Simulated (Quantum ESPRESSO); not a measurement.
# Dipole at the next field: 1T-ZrSe2, 1 layer

**Set-up.** Quantum ESPRESSO 7.5, LDA, GBRV ultrasoft; sawtooth field along the normal with dipole correction, ions clamped, threshold 1e-9 Ry; cell area 12.501 Å².

```tsv
field (V/Å)	dipole (e Å a cell)
0	0.00000
0.1	0.03612
0.2	0.07233
```

**Question.** What is the dipole at 0.3 V/Å, and what electrostatic thickness 4πα/A follows from the rows?

**Worked estimate.** The slope is (0.07233 − (0.00000))/0.2 = 0.3617 e Å²/V, so 4πα/A = 180.95 × 0.3617/12.501 = 5.23 Å. Linear response gives p = 0.00000 + 0.3617 × (0.3) = 0.10850 e Å; a parabola through the three rows gives 0.10863.

**The withheld run.** p = 0.10841 e Å. The line misses by 0.1 % of the induced dipole and the parabola by 0.2 %. The response is linear over this range.

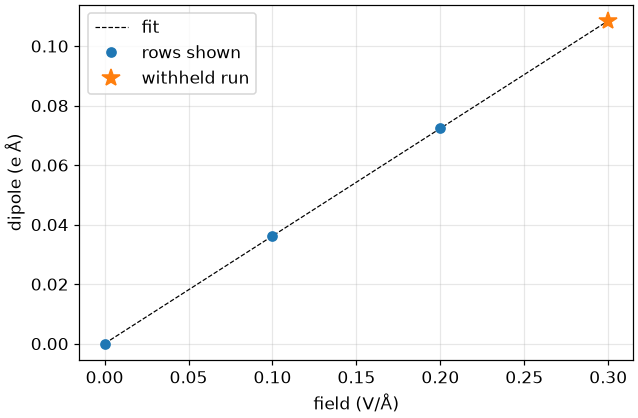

The rows shown, the fit and the withheld run.

Caveats: Electrons alone respond; local and semilocal functionals tend to overscreen.

[Logs are printed without paths, hosts, clocks, repeated set-up lines and the standing remarks that a program may print on its own settings, such as how far it seeks lower states.]
